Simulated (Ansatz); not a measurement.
Si

The calculation's input:

```
crystal:
  lattice:
    - [-3.4388582101, 3.4388582101, 1.9791658691]
    - [3.4388582101, -3.4388582101, 1.9791658691]
    - [3.4388582101, 3.4388582101, -1.9791658691]
  atoms:
    - { symbol: Si, position: [0.1783412672, 0.1783412672, 0.3566825343] }
    - { symbol: Si, position: [0.8216587328, 0.8216587328, 0.6433174657] }
    - { symbol: Si, position: [0.1783412672, 0.8216587328, 0.0] }
    - { symbol: Si, position: [0.8216587328, 0.1783412672, 0.0] }
basis:
  ecutwfc: 500
kpoints:
  mp_grid: { grid: [10, 10, 10] }
hamiltonian:
  xc: r2scan
scf:
  occupations: { method: gaussian, width: 0.02 }
output:
  forces: true
  stress: true
  eigenvalues: true
  write_density: true
  write_potential: true
  elf: true
  volumetric_format: npy
relax:
  adjacent_minimum: "off"
  f_tol: 0.01
  max_steps: 30
  cell: { stress_tol: 0.1, fix: [volume] }
```

Command:

```sh
ansatz run input.yaml --threads 1 --pin off --max-ram 2560MiB --backend cpu --events-out ev --progress --plain --runs-dir out
```

Below, planes, directions and counts refer to the conventional cell (a = 6.88 Å, b = 6.88 Å, c = 3.95 Å, α = 90.00°, β = 90.00°, γ = 90.00°).

The fields are those of the run's last geometry, not of the input's.

Space group I4/mmm; a structure from a database of computed crystals, not necessarily the ambient phase; changed on purpose from its base cell (volume × 1.10, shape and atoms relaxed); computed pressure about −7 GPa in this cell.

Method: Ansatz, DFT r2SCAN, scalar-relativistic, plane waves, PAW.

In a PAW calculation such maps are meaningful between the atoms, not at the nuclei.

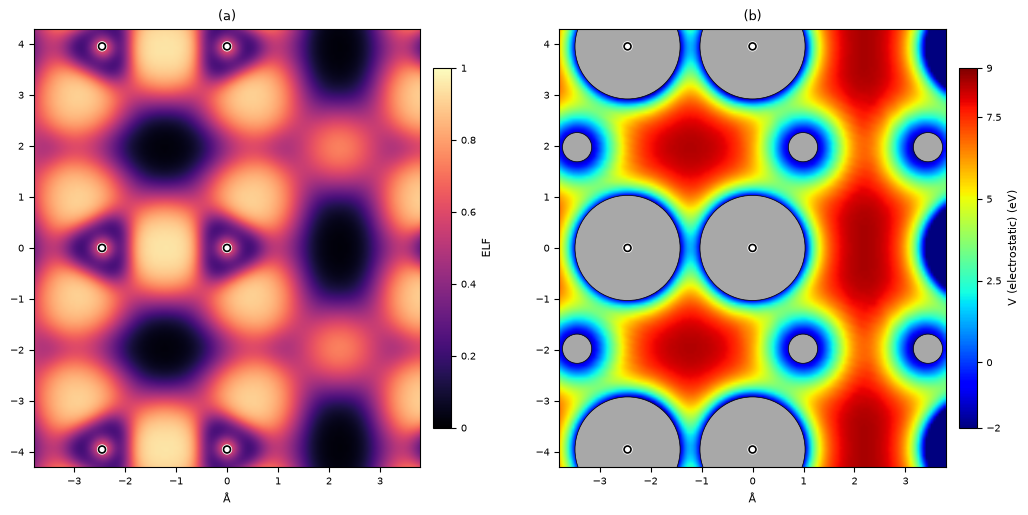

Figure 1. (a) ELF; (b) electrostatic potential (local pseudopotential plus Hartree) felt by an electron on the (100) plane of the conventional cell. Circles mark the nuclei in the plane (Si). Grey discs cover the atomic cores in the potential map.

What do the fields say about this system?

Answer. Atoms in the plane: Si. Si–Si (2.45 Å): the ELF peaks at about 0.95 between the atoms (a covalent bond). Outside the cores the potential energy rises away from the atoms and is highest about 2.2 Å from the nearest atoms; its zero is arbitrary.

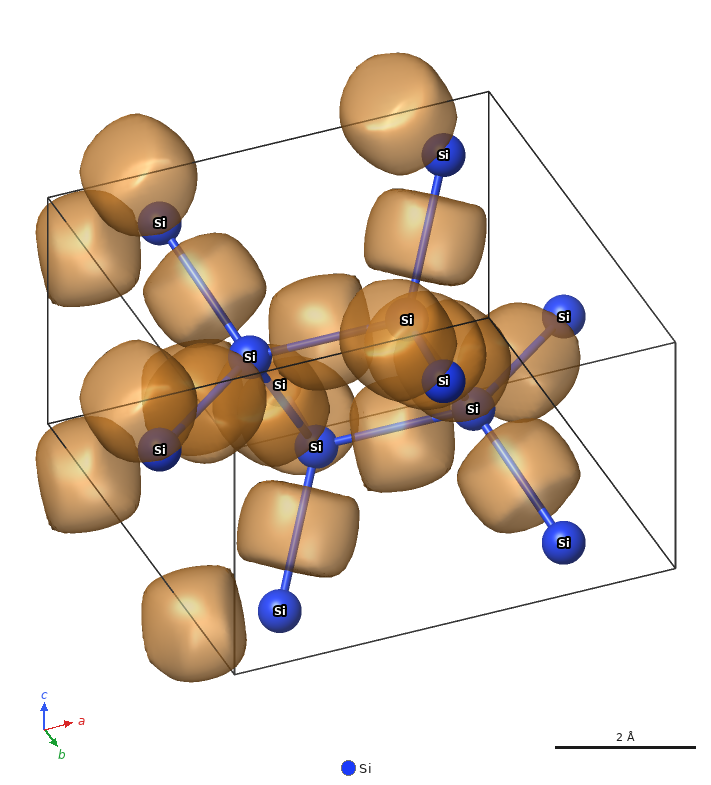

Figure 2. Isosurface of the electron localisation function at 0.7 (orange), seen at an oblique angle. Only the valence region is drawn (cores and ρ < 0.01 e/Å³ removed). Sticks mark near contacts.

What do the ELF domains correspond to?

Answer. The surface consists of 16 regions between bonded Si–Si atoms (shared pairs), counted in one cell of 8 atoms. Any copies at cell faces, edges or corners count once. Along the contacts the grid gives the following. Si–Si (2.42 Å): the ELF peaks at about 0.95 between the atoms; a covalent bond.

Does the calculation give a band gap?

Answer. It is gapped, with a Kohn–Sham gap of 0.63 eV on the k-point mesh (the band edges may lie off the mesh, which would make the gap smaller).
